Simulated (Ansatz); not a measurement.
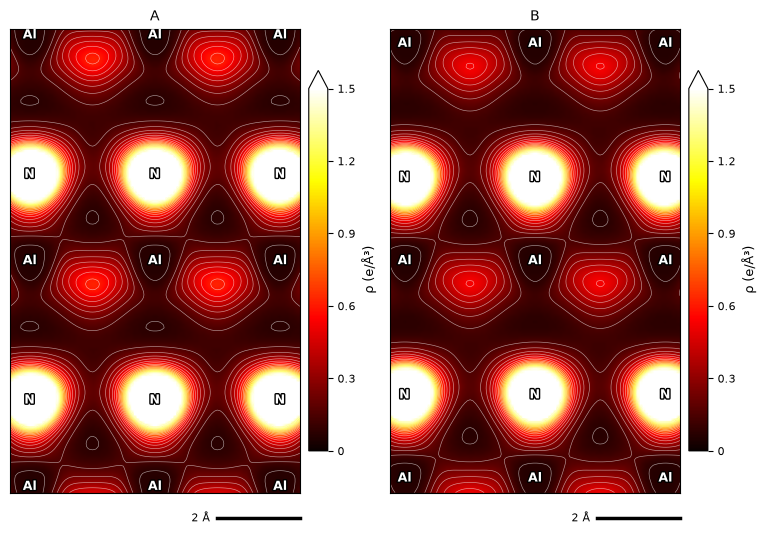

AlN. The valence pseudo-density of two cells that differ in size and shape, on the (010) plane of each (indices in the axes of the calculation cell), at one length scale and on one colour scale; one has 10.6 and the other 11.1 Å³ an atom.

Space group P6₃mc.

Theory: DFT PBE, scalar-relativistic, plane waves, PAW in Ansatz 0.2.0.

Core electrons are frozen (PAW), and the valence fields are smoothed inside the atomic spheres.

The larger cell:

```
CELL_PARAMETERS angstrom
3.13024 0.00000 0.00000
-1.56512 2.71087 0.00000
0.00000 0.00000 5.21870
ATOMIC_POSITIONS crystal
Al 0.33333 0.66667 0.00173
Al 0.66667 0.33333 0.50173
N 0.33333 0.66667 0.38327
N 0.66667 0.33333 0.88327
```

The smaller cell: a = 3.005 Å, b = 3.005 Å, c = 5.419 Å, α = 90.00°, β = 90.00°, γ = 120.00°.

### Which panel shows the smaller cell, and what does the compression change?

Panel A is the smaller cell, by 4 % in volume. From the larger cell to the smaller, Al–N goes from 1.99 to 2.07 Å, and the density at its midpoint from 0.57 to 0.5 e/Å³; the pressure goes from −6 to 5 GPa; the Kohn–Sham gap goes from 3.8 eV to 3.6 eV.
